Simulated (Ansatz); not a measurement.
Consider H₁₄C₄N₁₀Cl₂O.

Input

```
crystal:
  lattice:
    - [6.1868094277, 0.0060574422, -0.0059183959]
    - [0.3829507195, 6.2303743161, 0.031048961]
    - [1.698939426, 0.9057062049, 8.5504173724]
  atoms:
    - { symbol: H, position: [0.515904766, 0.2872987765, 0.1407031136] }
    - { symbol: H, position: [0.7331381253, 0.4117464513, 0.0987907267] }
    - { symbol: H, position: [0.309953662, 0.7291831215, 0.657450369] }
    - { symbol: H, position: [0.690046338, 0.2708168785, 0.342549631] }
    - { symbol: H, position: [0.5205426206, 0.8026105508, 0.1744105215] }
    - { symbol: H, position: [0.4794573794, 0.1973894492, 0.8255894785] }
    - { symbol: H, position: [0.064652061, 0.9446032466, 0.1435155585] }
    - { symbol: H, position: [0.935347939, 0.0553967534, 0.8564844415] }
    - { symbol: H, position: [0.0734265585, 0.6742706539, 0.142818147] }
    - { symbol: H, position: [0.9265734415, 0.3257293461, 0.857181853] }
    - { symbol: H, position: [0.7831034359, 0.7555665741, 0.4784610904] }
    - { symbol: H, position: [0.2168965641, 0.2444334259, 0.5215389096] }
    - { symbol: H, position: [0.8664849054, 0.7264084974, 0.6644194798] }
    - { symbol: H, position: [0.1335150946, 0.2735915026, 0.3355805202] }
    - { symbol: C, position: [0.4159907301, 0.7850440287, 0.2897601408] }
    - { symbol: C, position: [0.5840092699, 0.2149559713, 0.7102398592] }
    - { symbol: C, position: [0.1155822685, 0.7542979622, 0.4736253798] }
    - { symbol: C, position: [0.8844177315, 0.2457020378, 0.5263746202] }
    - { symbol: "N", position: [0.2969280365, 0.744761607, 0.5369596241] }
    - { symbol: "N", position: [0.7030719635, 0.255238393, 0.4630403759] }
    - { symbol: "N", position: [0.484664363, 0.7645062283, 0.42276545] }
    - { symbol: "N", position: [0.515335637, 0.2354937717, 0.57723455] }
    - { symbol: "N", position: [0.1886793096, 0.7787172929, 0.3150955906] }
    - { symbol: "N", position: [0.8113206904, 0.2212827071, 0.6849044094] }
    - { symbol: "N", position: [0.0412007139, 0.7987931909, 0.2117480745] }
    - { symbol: "N", position: [0.9587992861, 0.2012068091, 0.7882519255] }
    - { symbol: "N", position: [0.9060929289, 0.7443207931, 0.5438529114] }
    - { symbol: "N", position: [0.0939070711, 0.2556792069, 0.4561470886] }
    - { symbol: Cl, position: [0.2070618559, 0.3026041537, 0.083437003] }
    - { symbol: Cl, position: [0.7929381441, 0.6973958463, 0.916562997] }
    - { symbol: O, position: [0.6667340099, 0.2846703852, 0.1643140904] }
basis:
  ecutwfc: 420
kpoints:
  mp_grid: { grid: [4, 4, 4] }
hamiltonian:
  xc: pbe
  dispersion: d3bj
scf:
  occupations: { method: gaussian, width: 0.02 }
output:
  forces: true
  stress: true
  eigenvalues: true
  write_density: true
  write_potential: true
  elf: true
  volumetric_format: npy
```

Command:

```sh
ansatz run input.yaml --threads 8 --pin off --max-ram 16384MiB --backend cpu --events-out ev --progress --plain --runs-dir out
```

Below, planes, directions and counts refer to the conventional cell (a = 6.19 Å, b = 6.24 Å, c = 8.76 Å, α = 83.11°, β = 78.87°, γ = 86.43°).

Space group P1; not relaxed (largest force 1.9 eV/Å).

Level of theory: DFT PBE+D3(BJ), scalar-relativistic, plane waves, PAW in Ansatz.

### What can the converged valence pseudo-density and electron localisation function tell about the bonding?

N–H (1.03 Å): ρ at the midpoint is about 2.9 e/Å³; the ELF climbs to about 1 towards the hydrogen, as it does in any bond to H (an ordinary covalent bond to hydrogen).
C–N (1.31 Å): ρ is about 2.7 e/Å³ halfway; the ELF peaks at about 0.90 between the atoms (inside overlapping PAW spheres, so only a guide); localised, covalent bonding.
N–N (1.38 Å): ρ is about 2.3 e/Å³ halfway; the ELF peaks at about 0.90 between the atoms: a covalent bond.

### Metal or insulator at this level of theory?

It is gapped, with a Kohn–Sham gap of 4.2 eV on the k-point mesh (the band edges may lie off the mesh, which would make the gap smaller).

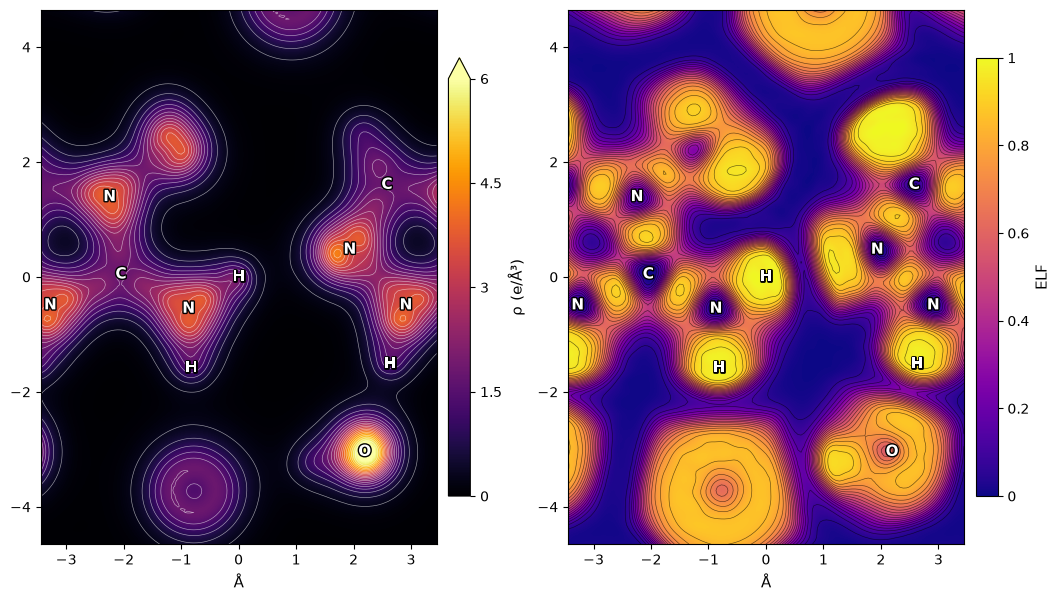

Computed valence pseudo-density and electron localisation function on the (010) plane of the conventional cell, in this order. Atoms just off the plane (H, 0.3 Å away, N, 0.3 Å away and Cl, 0.4 Å away) can leave unmarked features too.

In a PAW calculation such maps are meaningful between the atoms, not at the nuclei.
